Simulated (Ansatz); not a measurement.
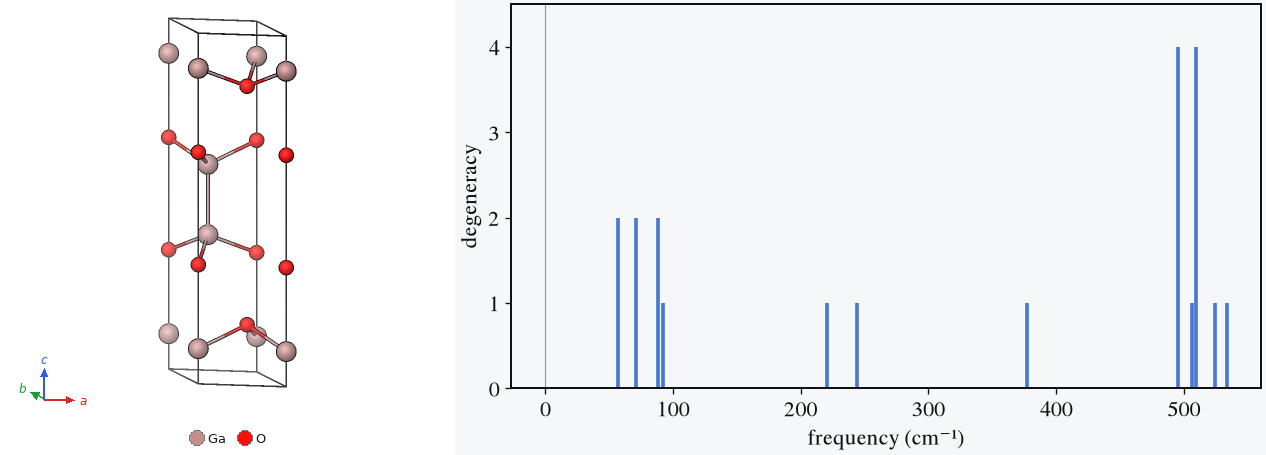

The plot gives the computed zone-centre optical phonon frequencies (the three acoustic modes are left out) for GaO, space group P-6m2 (No. 187) (cell built by us, not taken from a database). The conventional cell is drawn beside the plot.

Structure:
```
CELL_PARAMETERS angstrom
3.04989 0.00000 0.00000
-1.52495 2.64128 0.00000
0.00000 0.00000 12.14399
ATOMIC_POSITIONS crystal
Ga 0.33333 0.66667 0.39967
Ga 0.33333 0.66667 0.60033
Ga 0.00000 0.00000 0.10035
Ga 0.00000 0.00000 0.89965
O 0.66667 0.33333 0.15991
O 0.66667 0.33333 0.84009
O 0.00000 0.00000 0.33977
O 0.00000 0.00000 0.66023
```

Method: harmonic phonon frequencies at the zone centre with atoms at rest in the given cell, without the long-range term of polar modes, the three translations left out, imaginary frequencies are negative; plane waves with PAW datasets, Γ-centred k mesh (Ansatz 0.2.0). Level: PBE, no spin polarisation.

```json
{"setting": "wave cutoff", "value": "420 eV"}
{"setting": "k mesh", "value": "12×12×4"}
{"setting": "occupations", "value": "fixed"}
{"setting": "pressure", "value": "10 GPa"}
{"setting": "phonon method", "value": "linear response"}
```

### What do the frequencies say about stability?

No frequency is imaginary, so the structure is stable to these displacements (zone-boundary modes weren't tested here).

### What is the highest frequency?

The highest mode lies at 534.0 cm⁻¹ (without the field of polar modes).

Limits of the calculation: field response not converged on the k mesh; gap may have closed between mesh points; weakly bound, no dispersion correction.

The computed values:

| frequency (cm⁻¹) |
| --- |
| 56.8 |
| 56.8 |
| 71.5 |
| 71.5 |
| 88.7 |
| 88.7 |
| 92.4 |
| 220.5 |
| 244.1 |
| 377.6 |
| 495.6 |
| 495.6 |
| 495.7 |
| 495.7 |
| 506.7 |
| 509.4 |
| 509.4 |
| 509.4 |
| 509.4 |
| 524.3 |
| 534.0 |
